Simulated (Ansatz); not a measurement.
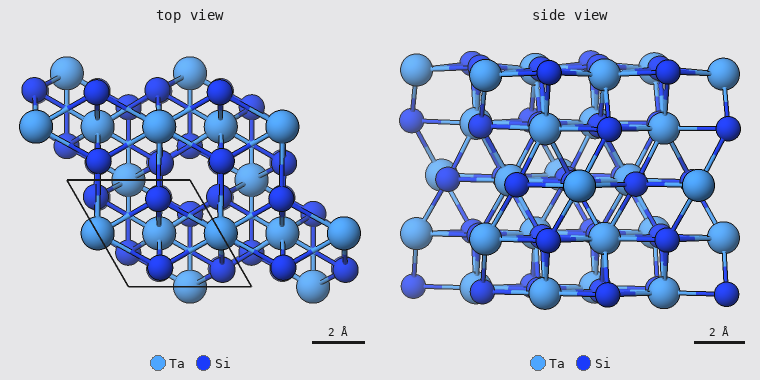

TaSi2(001) (P6_222 bulk, 5 atomic planes (those closer than 0.6 Å count as one), 9 Å, TaSi2-terminated), seen from above and from the side.

Method: Ansatz, DFT PBE, scalar-relativistic, plane waves, PAW. Cutoff 420 eV, 15 × 15 k-points, Gaussian smearing 0.1 eV, dipole correction. The slab is a cut without reconstruction beyond its cell, at the source's lattice constants, with its lower half held fixed and the rest relaxed. No spin polarisation; a magnetic state wasn't tried and may lie lower. Spin–orbit coupling is left out; with Ta it can shift levels and gaps. The run couldn't confirm all of its levels under its output density. The run warns that the functional's potential is rough in the thin density of the vacuum, where the tip is; weak contrasts and barriers may feel it.

Tersoff–Hamann simulation (s-wave tip); biases are sample biases. Bias windows are sharp sums over the levels of the k mesh.

The calculation's input:

```yaml
crystal:
  lattice:
    - [4.77999938, 0.0, 0.0]
    - [-2.38999969, 4.13960089, 0.0]
    - [0.0, 0.0, 28.7520002662]
  atoms:
    - { symbol: Ta, position: [0.5, 0.5, 0.3478018888] }
    - { symbol: Si, position: [0.16665, 0.83335, 0.3478018888] }
    - { symbol: Si, position: [0.83335, 0.16665, 0.3478018888] }
    - { symbol: Ta, position: [0.0, 0.5, 0.4239009444] }
    - { symbol: Si, position: [0.6667, 0.83335, 0.4239009444] }
    - { symbol: Si, position: [0.3333, 0.16665, 0.4239009444] }
    - { symbol: Ta, position: [0.5, 0.0, 0.5012338783] }
    - { symbol: Si, position: [0.842359493, 0.6814755711, 0.5008331994] }
    - { symbol: Si, position: [0.157640507, 0.3185244289, 0.5008331994] }
    - { symbol: Ta, position: [0.5, 0.5, 0.5771796788] }
    - { symbol: Si, position: [0.1574690994, 0.8421318003, 0.5786849996] }
    - { symbol: Si, position: [0.8425309006, 0.1578681997, 0.5786849996] }
    - { symbol: Ta, position: [0.0, 0.5, 0.6520584356] }
    - { symbol: Si, position: [0.6529691762, 0.8224338833, 0.6580765407] }
    - { symbol: Si, position: [0.3470308238, 0.1775661167, 0.6580765407] }
basis:
  ecutwfc: 420.0
  fft_grid_basis: typed
kpoints:
  mp_grid: { grid: [15, 15, 1] }
hamiltonian:
  xc: pbe
  pseudopotentials: { kind: paw }
scf:
  occupations: { method: gaussian, width: 0.1 }
output:
  forces: true
  eigenvalues: true
  band_densities:
    - { e_range: [-2.0, -1.0] }
    - { e_range: [-1.0, -0.5] }
    - { e_range: [-0.5, -0.25] }
    - { e_range: [-0.25, 0.0] }
    - { e_range: [0.0, 0.25] }
    - { e_range: [0.25, 0.5] }
    - { e_range: [0.5, 1.0] }
    - { e_range: [1.0, 1.5] }
  band_residual_tolerance: 1.0e-05
  write_potential: true
  elf: true
  write_density: true
  volumetric_format: npy
efield:
  axis: 3
  dipole_correction: true
  ramp_width: 0.04
checkpoint:
  read: start.run
  write: ck
  compress: false
  write_wavefunctions: false
  write_every: 100000
```

Run with:

```sh
ansatz run input.yaml --threads 2 --pin off --max-ram 4423MiB --backend cpu --events-out ev --progress --plain --runs-dir out
```

This step took 2.4 min on 2 threads of AMD EPYC 9R45 96-Core Processor (Zen 5), on a shared host, peak memory 2.9 GiB; the relaxation before it isn't counted.

> Describe the constant-height image 4.5 Å above the topmost atom at a sample bias of −0.50 V.

The brightest spots lie over the top Ta atoms; the darkest points are over bridge points of the top Si atoms. The brightest point carries 1.8 times the current of the darkest.

> Predict the constant-height image 4.0 Å above the topmost atom at +1.00 V.

The brightest spots lie over the top Ta atoms; the darkest points are over points 1.0 Å to the side of the top Si atoms and the top Si atoms. The brightest point carries 2.8 times the current of the darkest.

The computed images, with the atoms seen from above drawn over one corner (deeper ones smaller):

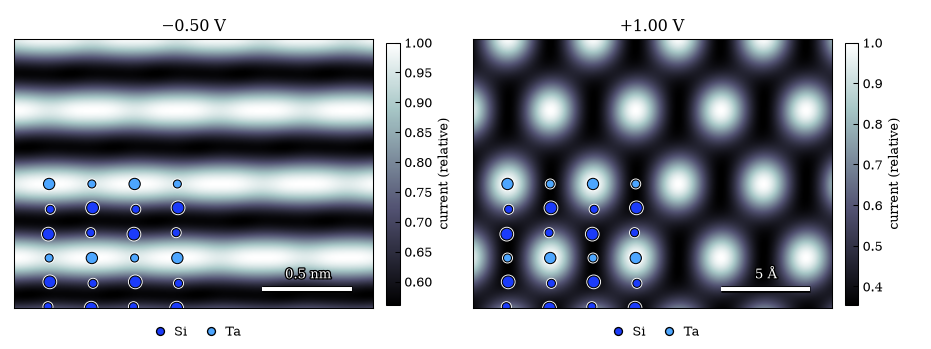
